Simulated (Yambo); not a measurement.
System: zincblende BP, space group F-43m (No. 216), 2 atoms in the primitive cell; cubic a = 4.538 Å. Starting point: LDA, PseudoDojo 0.4.1 SR LDA standard, no spin polarisation, no spin-orbit coupling, 6×6×6 k mesh, 1034 eV cutoff, fixed occupations (Yambo). Many-body step: G0W0 with frequency dependence of W plasmon pole, bands in the response 154, bands in the self-energy 154, cutoff of the response matrix 15 Ry and cutoff of exchange and Vxc 76 Ry.

In LDA the smallest gap over these k points is 1.32 eV, with direct gaps of 3.39 eV at Γ and 5.42 eV at X.

Question: What does G0W0 give?

Answer: Over the k points that were corrected, the smallest gap goes from 1.32 eV in LDA (Γ to X) to 2.21 eV in G0W0 (Γ to X), a change of +0.89 eV (+68 %). Counted from the valence top, the lowest empty level moves by +0.92 eV at Γ and +0.89 eV at X: a spread of 0.03 eV on a mean of 0.90 eV, so one scissor shift describes this level well. Only one empty level a point was corrected, so a higher one could drop under them. The top filled level also moves against the valence top, by −0.13 eV at X. The quasiparticle weight (renormalisation factor) lies between 0.78 and 0.81 for the top filled and first empty levels.

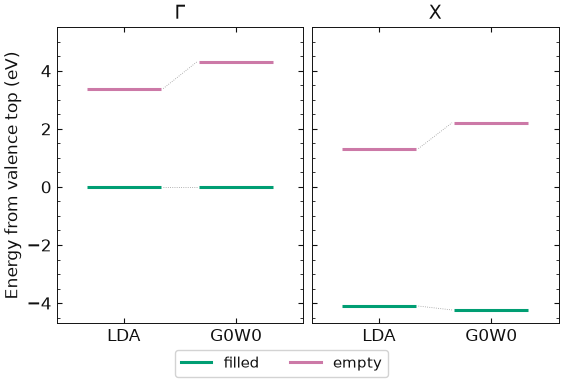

Levels at Γ and X in LDA and in G0W0, each set counted from its own valence top. Only the states that were corrected are drawn, so degenerate partners can be missing.

| k point | LDA direct gap (eV) | G0W0 direct gap (eV) |
| --- | --- | --- |
| Γ | 3.39 | 4.31 |
| X | 5.42 | 6.45 |

This k mesh misses the band edges, so its gaps are larger than the crystal's. The k mesh is thin for GW. Bands, cutoffs and mesh are finite, so these values aren't at the basis limit.
